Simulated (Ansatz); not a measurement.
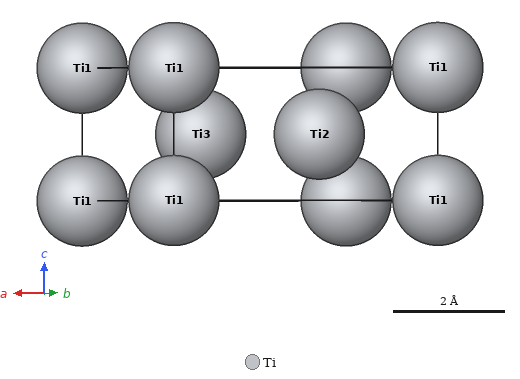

Figure 1. The structure (spheres-only view of the cell of the calculation, seen at an oblique angle; atoms are numbered from 1 in the order of the input). An atom can appear more than once, as a periodic image.

## Run report: Ti, single-point calculation

- system: Ti (P6/mmm, 3 atoms in the cell)
- method: DFT PBEsol, scalar-relativistic, plane waves, PAW, no spin polarisation (Ansatz 0.2.0)

The structure derives from a Materials Project entry. It belongs to a series of runs on one base structure; here: ratio of the length along z to the lengths across it x 0.8, volume and fractional coordinates fixed. Figures and captions count atoms from 1; the log counts them from 0 in places.

### Input file
```yaml
crystal:
  lattice:
    - [4.863948761, 0.0, 0.0]
    - [-2.4319743805, 4.2123031897, 0.0]
    - [0.0, 0.0, 2.4119272509]
  atoms:
    - { symbol: Ti, position: [0.0, 0.0, 0.0] }
    - { symbol: Ti, position: [0.3333333333, 0.6666666667, 0.5] }
    - { symbol: Ti, position: [0.6666666667, 0.3333333333, 0.5] }
basis:
  ecutwfc: 420
kpoints:
  mp_grid: { grid: [12, 12, 18] }
hamiltonian:
  xc: pbesol
scf:
  occupations: { method: gaussian, width: 0.15 }
output:
  forces: true
  stress: true
  eigenvalues: true
  write_density: true
  write_potential: true
  elf: true
  volumetric_format: npy
```

Launched with:
```bash
ansatz run input.yaml --threads 1 --pin off --max-ram 2560MiB --backend cpu --events-out ev --progress --plain --runs-dir out
```

### What the program printed
```
Engine: ansatz 0.2.0, x86_64-unknown-linux-gnu
Pseudopotentials: kind: paw
Pseudopotential: Ti, paw, valence charge 12, recommended cutoff 420 eV (normal), Ti.paw.azcp
Functional definition: PBEsol
  exchange = pbesol_x
  correlation = pbesol_c
Crystal: 3 atoms, lattice volume = 49.417 Å³
Basis set: ecut = 420 eV, 963 PW (Γ), exchange–correlation on 72×72×36 points (8 copies of the dense FFT grid, shifted against one another)
Bands: 22, of which v1, the nominal top of the filled ones, is band 18 counted from 1 (17 counted from 0)
Symmetry: 24 space group operations
Space group: P6/mmm (ITA 191), of the structure as read, at distance tolerance 3.7e-5 Å
k-points: 190 of 2592
Non-local potential: Ti, projectors of the file, l = 0: 3, l = 1: 2, l = 2: 3, l = 3: 1
PAW form: soft (Blöchl's): semilocal exchange-correlation on the pseudo side does not see the compensation charge
PAW frozen core: Ti, regenerated for the run's functional, and the local potential with it (the file was generated under x = pbe(κ = 0.804, μ = 0.2195149727645171), c = pbe(β = 0.06672455060314922))
PAW one-centre angular grid: Ti, 590 points (default); XC on 64 Gauss nodes
Initial density: superposition of atomic densities (neutral atoms: chi_scale 0, normalization atom), corrected by the library's trained network
Initial wavefunctions: pseudopotential atomic-orbital guess
Functional: x = pbesol(κ = 0.804, μ = 0.12345679012345678), c = pbesol(β = 0.046)
SCF iter   1: F=—  HF=-7421.372884 eV  |F-HF|=—  |Δ(HF+E_count)|=         —  Δρ=1.28e-2  dr2=6.80e-2  ethr=1.77e-3  ⟨swp⟩=3.8  Hψ=14478  notcnv=0
preconditioner: auto → Kerker (q_TF=auto, 2.588 Å⁻¹)  [metal: Δε(μ)=0.002 eV  Ē_g=2.637 eV  σ=0.150 eV  W_gap=0.01  n_scr=12 (ndim 8)  ℏωp=18.3 eV  f_vac=0.000  D(μ)=3.54/eV (n_scr^D=32)]
SCF iter   2: F=—  HF=-7421.356019 eV  |F-HF|=—  |Δ(HF+E_count)|=   1.69e-2  Δρ=5.45e-3  dr2=1.25e-2  ethr=1.89e-4  ⟨swp⟩=2.5  Hψ=7047  notcnv=0
SCF iter   3: F=—  HF=-7421.353125 eV  |F-HF|=—  |Δ(HF+E_count)|=   2.89e-3  Δρ=9.67e-4  dr2=2.78e-4  ethr=3.46e-5  ⟨swp⟩=2.0  Hψ=5261  notcnv=0
SCF iter   4: F=—  HF=-7421.353153 eV  |F-HF|=—  |Δ(HF+E_count)|=   2.82e-5  Δρ=1.74e-4  dr2=1.18e-5  ethr=7.73e-7  ⟨swp⟩=2.2  Hψ=5633  notcnv=0
SCF iter   5: F=—  HF=-7421.353138 eV  |F-HF|=—  |Δ(HF+E_count)|=   1.46e-5  Δρ=3.19e-5  dr2=3.39e-7  ethr=3.28e-8  ⟨swp⟩=1.2  Hψ=4479  notcnv=0
SCF iter   6: F=-7421.353138 eV  HF=-7421.353138 eV  |F-HF|=5.60e-9  |Δ(HF+E_count)|=   1.38e-8  Δρ=7.14e-6  dr2=1.82e-8  ethr=2.78e-10  ⟨swp⟩=8.0  Hψ=25717  notcnv=0
SCF 1 converged in 6 iterations: F = -7421.353138 eV  dr2 = 1.82e-8
  greatest PAW one-centre occupation: 0.999 electrons in one spin orbital (limit 2), on the Ti atom at site 0 (counted from 0), in its partial waves of l = 0
SCF converged after 6 iterations
Free energy (F): -7421.353138 eV
Harris-Foulkes:  -7421.353138 eV  (|F-HF|=5.60e-9)
Internal energy: -7421.313223 eV  (E = F + TS)
E sigma→0 (E₀):  -7421.333181 eV
Entropy (-TS):   -0.039915 eV (-13.305 meV/atom)
Fermi energy:    13.777314 eV
--- Per-component energies (eV) ---
  E_band       = -442.270858
  E_kinetic    = 822.951267
  E_local      = -2408.824470  (includes V_loc(G=0)·N_el)
  E_nonlocal   = 30.522911
  E_hartree    = 997.039380
  E_xc         = -291.343759
  E_vxc        = -366.203150  (∫ρ·V_xc dr)
  E_paw        = -3069.504703  (= ΣΔE_a)
  E_vpaw       = -514.800818  (= ΣTr[D̂ρ^β])
  E_aug_tail   = 0.000382  (compensation charges beyond the density's cutoff)
  E_ewald      = -3502.572384
  E_core_change = 0.418153  (= ΣΔE_core)
  E_smearing   = -0.039915  (= −TS)
  E_closure    = 0.000000  (closes the sum)
  Σ components = -7421.353138   (vs F -7421.353138, Δ=0.00e0)
--- Forces (eV/Å), atoms counted from 1 ---
  atom   1  Ti     0.00000000     0.00000000     0.00000000
  atom   2  Ti    -0.00000000     0.00000000     0.00000000
  atom   3  Ti     0.00000000    -0.00000000     0.00000000
  max |Σ_I F_I| component: 9.25e-18 eV/Å
--- Stress (GPa, compression-positive) ---
       -2.053953       0.000000       0.000000
        0.000000      -2.053953       0.000000
        0.000000       0.000000       6.075768
  P = ⅓ Tr σ = 0.6560 GPa (6.560 kbar)
--- Band table (eV; the first three rows and the last of 190) ---
  k-point 0: bands = ["-42.4829", "-42.3698", "-42.3111", "-18.9336", "-18.9336", "-18.8245", "-18.8245", "-18.4549", "-18.4549", "-17.9272", "-17.8685", "-17.7257", "7.8722", "11.9530", "12.7500", "12.8777", "12.8777", "12.8804", "12.8804", "13.2879", "14.9198", "14.9198"]
  k-point 1: bands = ["-42.4735", "-42.3611", "-42.3026", "-18.9263", "-18.9263", "-18.8155", "-18.8155", "-18.4511", "-18.4511", "-17.9826", "-17.9218", "-17.7807", "7.9695", "12.0856", "12.8656", "12.8656", "12.8773", "12.8773", "12.9112", "13.4184", "14.9406", "14.9406"]
  k-point 2: bands = ["-42.4463", "-42.3357", "-42.2781", "-18.9053", "-18.9053", "-18.7895", "-18.7895", "-18.4405", "-18.4405", "-18.1406", "-18.0740", "-17.9374", "8.2532", "12.4636", "12.8205", "12.8205", "12.8632", "12.8632", "13.3825", "13.8057", "14.9991", "14.9991"]
  k-point 189: bands = ["-42.1140", "-42.1140", "-42.0231", "-19.5857", "-19.5857", "-19.4444", "-18.6995", "-18.5363", "-18.5363", "-18.4576", "-18.4576", "-18.3440", "11.1140", "12.3617", "12.3617", "12.5596", "12.5596", "14.0726", "14.7567", "15.0469", "15.0469", "15.4766"]
```

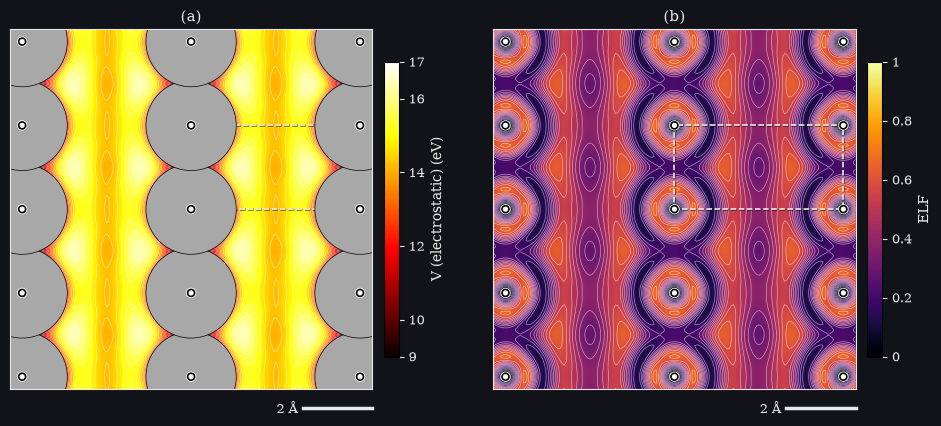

Figure 2. (a) electrostatic potential (local pseudopotential plus Hartree) felt by an electron; (b) ELF on the (100) plane of the conventional cell. Circles mark the nuclei in the plane (Ti). Grey discs, where drawn, cover atomic cores. The section cuts through Ti sites. Ti–Ti (2.41 Å): the ELF is about 0.20 at the midpoint (no localised pair between them). The strong features right at Ti lie inside the PAW spheres (semicore, d or f shells) and say nothing about bonding. Outside the cores the potential energy rises away from the atoms and is highest about 1.7 Å from the nearest atoms; outside the discs it spans about 7 eV, and its zero is arbitrary. In a PAW calculation such maps are meaningful between the atoms, not at the nuclei.

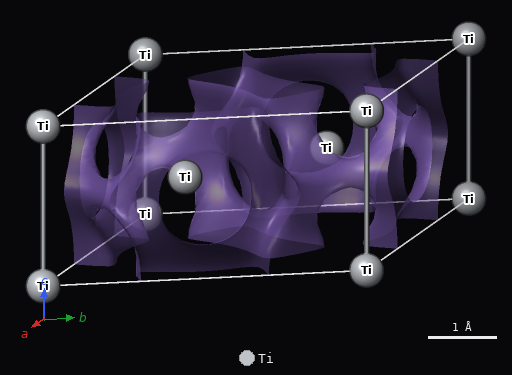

Figure 3. Isosurface of the ELF at 0.45 (purple), seen slightly off an axis. Core shells and regions of very low density are left out. Sticks mark near contacts. The outline is the cell set on symmetry axes. Values along the shortest contacts: Ti–Ti (2.41 Å): the ELF is about 0.15 at the midpoint (no shared electron pair).

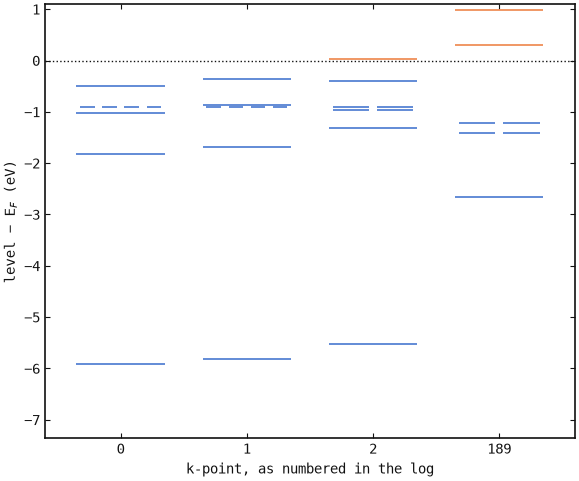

Figure 4. Kohn–Sham levels near the Fermi level (dotted) at the few k-points that the log prints; levels within 0.02 eV of each other stand side by side. The system is metallic on the full mesh.

### Results in brief

| quantity | value |
| --- | --- |
| outcome | converged |
| space group (tolerance 0.01 Å) | P6/mmm (191) |
| electrons treated | 36 |
| free energy | −7421.3531 eV |
| Fermi energy | 13.777 eV |
| gap on the k-point mesh | none (metallic) |
| pressure | 0.66 GPa |
| largest force (length of the vector) | under 0.001 eV/Å |
| hardware | 1 thread of Intel Xeon (Sapphire Rapids), 32 GiB of memory available, shared host |
| wall time | 8.7 s |
| peak memory | 0.48 GiB |
